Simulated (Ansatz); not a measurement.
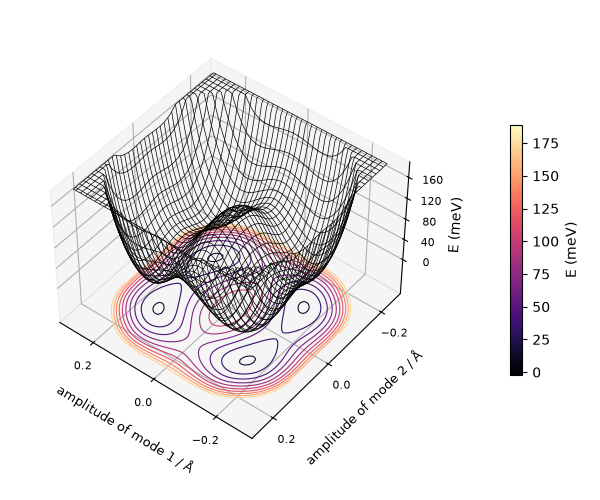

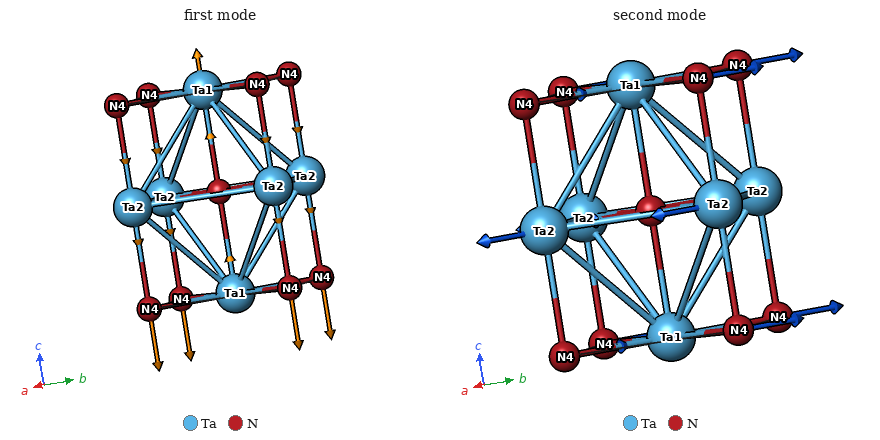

Energy landscape of TaN (Fm-3m, No. 225; 4 atoms in the cell). The energy is mapped over two normal modes frozen in (zone-centre modes of the 4-atom cell of this scan, which folds in the wave vector (0, 1/2, 1/2) of the primitive cell). The first coordinate is: amplitude of mode 1 (275i cm⁻¹), largest displacement; the second: amplitude of mode 2 (80i cm⁻¹), largest displacement. Nothing is relaxed (the cell and all other modes fixed). Grid: 9 × 9 points; 29 points were computed and 52 follow by symmetry. Points are written as (first, second). All energies are given in meV per cell relative to the lowest grid point. These are results of DFT PBE, scalar-relativistic, plane waves, PAW in Ansatz, not measurements. Settings: cutoff 520 eV, k-mesh 14×14×10 in the order of the run's cell vectors, gaussian smearing 0.15 eV, no spin polarisation.

Drawn: a relief with its contours projected below, any walls above the top of the colour scale cut off. Between grid points the surface is interpolated. The second picture is the reference structure; its two panels give the patterns of the first and the second mode as arrows.

Q: Describe this landscape.

A: The lowest grid point is at (−0.137 Å, −0.119 Å); the map holds 4 wells of about this depth. The reference structure, at (0.000 Å, 0.000 Å), is a maximum of this map. It is the only kind of minimum in the scanned range. Relaxing all atoms from the lowest point lowers the energy by a further 71 meV. The highest grid point, (−0.273 Å, −0.239 Å), lies 563 meV above the lowest. On the interpolated surface the easiest way out of the lowest well to a well of about the same depth near (−0.137 Å, 0.119 Å) passes a barrier of about 23 meV, counted from the interpolated bottom of the well. The reference (Fm-3m) is not the lowest structure on this map: a distortion lowers the energy (space group C2/m at the lowest grid point).

The values on the grid:

| second ↓, first → | −0.273 | −0.205 | −0.137 | −0.068 | 0.000 | 0.068 | 0.137 | 0.205 | 0.273 |
| --- | --- | --- | --- | --- | --- | --- | --- | --- | --- |
| 0.239 | 563 | 330 | 225 | 205 | 208 | 205 | 225 | 330 | 563 |
| 0.179 | 321 | 125 | 55 | 64 | 84 | 64 | 55 | 125 | 321 |
| 0.119 | 203 | 39 | 0 | 34 | 68 | 34 | 0 | 39 | 203 |
| 0.060 | 173 | 30 | 11 | 62 | 104 | 62 | 11 | 30 | 173 |
| 0.000 | 174 | 41 | 25 | 77 | 119 | 77 | 25 | 41 | 174 |
| −0.060 | 173 | 30 | 11 | 62 | 104 | 62 | 11 | 30 | 173 |
| −0.119 | 203 | 39 | 0 | 34 | 68 | 34 | 0 | 39 | 203 |
| −0.179 | 321 | 125 | 55 | 64 | 84 | 64 | 55 | 125 | 321 |
| −0.239 | 563 | 330 | 225 | 205 | 208 | 205 | 225 | 330 | 563 |

The input of one point:

```yaml
crystal:
  lattice:
    - [0.0, -2.2081122572, -2.2081122572]
    - [0.0, 2.2081122572, -2.2081122572]
    - [4.4162245144, 0.0, 0.0]
  atoms:
    - { symbol: Ta, position: [0.524274768, 0.475725232, -0.0136772867] }
    - { symbol: Ta, position: [-0.024274768, 0.024274768, 0.5136772867] }
    - { symbol: "N", position: [0.4729406873, 0.5270593127, 0.4690912453] }
    - { symbol: "N", position: [0.0270593127, -0.0270593127, 0.0309087547] }
basis:
  ecutwfc: 520.0
kpoints:
  mp_grid: { grid: [14, 14, 10] }
hamiltonian:
  xc: pbe
  pseudopotentials: { kind: paw, azcp: { folder: soft_1 } }
scf:
  occupations: { method: gaussian, width: 0.15 }
output:
  forces: true
  stress: true
  eigenvalues: true
```

Each point was launched as `ansatz run input.yaml --threads 2 --pin off --max-ram 4096MiB --backend cpu --events-out ev --progress --plain --runs-dir out`. Time for the 29 points that were run: 14 min on 2 threads of Arm Neoverse N1, on a shared host.
